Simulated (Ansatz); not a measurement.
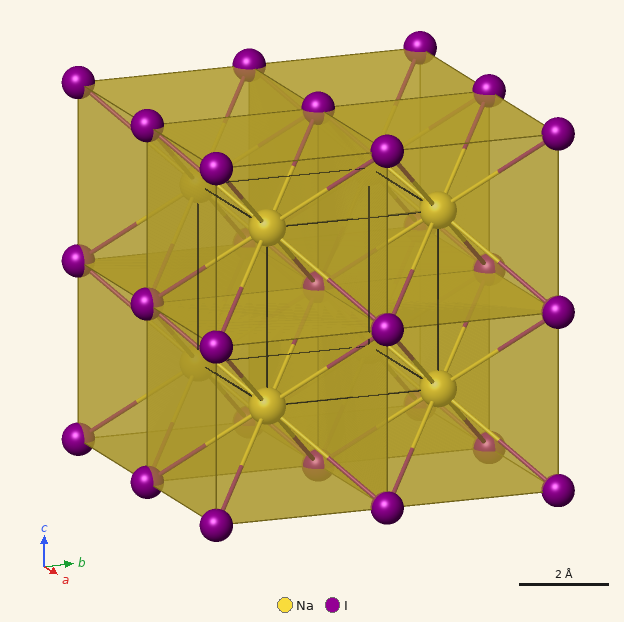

Crystal structure, polyhedral style, seen slightly off an axis. The conventional unit cell is drawn as a box. Some atoms of the next cells are drawn as well.

NaI, caesium chloride (CsCl, B2) type, space group Pm-3m (No. 221), a = 4.156 Å, b = 4.156 Å, c = 4.156 Å, α = 90.00°, β = 90.00°, γ = 90.00°. The structure comes from a structure type filled with these elements by a generator (whether the compound takes this form wasn't checked). The cell was then strained or its atoms displaced on purpose. An electronic-structure calculation with Ansatz was run on it.

This one geometry was computed with Ansatz (DFT, plane waves, PAW) at three levels of theory: HSE06, r2SCAN and PBE. It was relaxed with r2SCAN and then strained.

Question: How does the band gap change with the level of theory?

Answer: PBE: a gap of 2.19 eV, indirect; r2SCAN: a gap of 2.92 eV, indirect; HSE06: a gap of 3.12 eV, indirect.

Question: Collect the results in a table.

Answer:
| level | cutoff (eV) | k-mesh of the run's cell | gap (eV) | pressure (GPa) |
| --- | --- | --- | --- | --- |
| HSE06 | 420 | 4×4×4 | 3.12 | -1.0 |
| r2SCAN | 500 | 6×6×6 | 2.92 | -1.2 |
| PBE | 420 | 6×6×6 | 2.19 | -0.9 |

Gaps are taken on the k-mesh or band path of each run.
